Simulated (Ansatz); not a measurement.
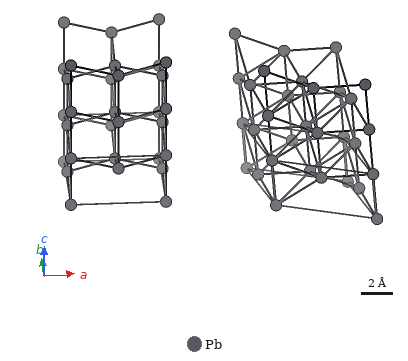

Two geometries of a crystal of Pb (a generated structure, set up in I4_1/amd), drawn at one scale. One is the start of a relaxation, the other its converged end. Style: ball-and-stick. Shown: the conventional cell (2 times the calculation's cell), repeated 1 × 1 × 3 with one cell outlined, from a free direction. Lengths and directions refer to the drawn axes.

Method: DFT, PBE, plane waves (420 eV) with PAW, scalar-relativistic (Ansatz 0.2.0). Set-up: plane-wave cutoff 420 eV; k-point mesh 11 × 11 × 7; occupations fermi dirac; smearing width 0.1 eV; no spin polarisation; cell and atoms relaxed; force threshold 0.01 eV/Å; at most 60 steps.

Q: Which geometry has the lower energy?

A: The right one is the relaxed one. Phase: beta-Sn type. The largest moves relative to the cell, 0.098 Å, are those of Pb atoms. Cell: a = b 6.156 → 6.611 Å (+7.4 %), c 3.361 → 3.414 Å (+1.6 %), α 90.0° → 97.9°, β 90.0° → 97.9°, γ 90.0° → 114.4°. Volume +3.1 %. Near-neighbour distances that change, for instance: Pb–Pb 4.666 → 3.551 Å, Pb–Pb 3.191 → 3.465 Å, Pb–Pb 3.979 → 3.755 Å, Pb–Pb 3.191 → 3.374 Å. Bond angles that change, for instance: Pb–Pb–Pb 94.0° → 61.7°, Pb–Pb–Pb 94.0° → 116.5°, Pb–Pb–Pb 94.0° → 80.1°. The space group (tolerance 0.01 Å) goes from I4_1/amd (No. 141) to C2/c (No. 15). After 21 accepted moves (25 points after the start) the energy has fallen by 87.7 meV per atom. Largest force component: 0.0048 eV/Å at the start, 0.00085 eV/Å at the end. Pressure: 1.86 GPa at the start and 0.00 GPa at the end. The line search rejected the trial steps at points 9, 22 of the run. The SCF was repeated twice at an unchanged geometry on a basis and grid sized afresh for the cell, which shifted the energy by 7.8 meV per atom at most. The run took 8.7 min on 1 thread of Intel(R) Xeon(R) Platinum 8259CL CPU @ 2.50GHz (Skylake/Cascade Lake), on a shared host, peak memory 0.74 GiB.
